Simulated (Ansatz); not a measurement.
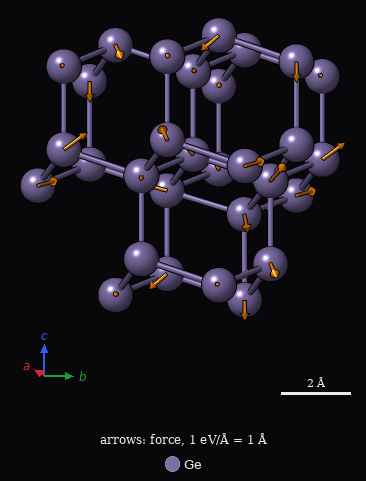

Starting geometry of a defect cell of composition Ge with the computed forces as orange arrows. Style: ball-and-stick. Shown: the atoms within 5.0 Å of the atom that moves most (axes of the conventional cell (3 times the calculation's cell)), from a free direction. Lengths and directions refer to the drawn axes.

It is an interstitial Ge in diamond Ge. The run prepares the start of a later molecular dynamics calculation, from a guessed geometry.

Theory: Ansatz 0.2.0, DFT PBEsol, scalar-relativistic, plane waves, PAW. Settings: plane-wave cutoff 420 eV; k-point mesh 2 × 2 × 2; occupations fermi dirac; smearing width 0.15 eV; no spin polarisation; atoms relaxed in a fixed cell; force threshold 0.08 eV/Å; at most 25 steps.

What follows when this structure is relaxed?

It isn't relaxed: the largest force vector, on a Ge atom, is 1.29 eV/Å. The atoms end up moving mostly along the starting forces (cosine between the two patterns 0.96). Over 2 geometry steps the energy falls by 0.282 eV per cell of the calculation. Largest force component: 0.95 eV/Å at the start, 0.061 eV/Å at the end. The atom that moves furthest is a Ge atom (0.070 Å along [2 −2 1]). The cell doesn't change. Near-neighbour distances that change, for instance: Ge–Ge 2.410 → 2.492 Å, Ge–Ge 2.451 → 2.509 Å, Ge–Ge 2.451 → 2.400 Å, Ge–Ge 2.451 → 2.421 Å. Among the angles between lasting bonds that change: Ge–Ge–Ge 109.5° → 113.0°.

Limits of the set-up: the k-point mesh is coarse for a cell with partly filled bands; the program's low-accuracy preset was used; the periodic images lie only 8.0 Å apart, so the values are limited by the cell's size.
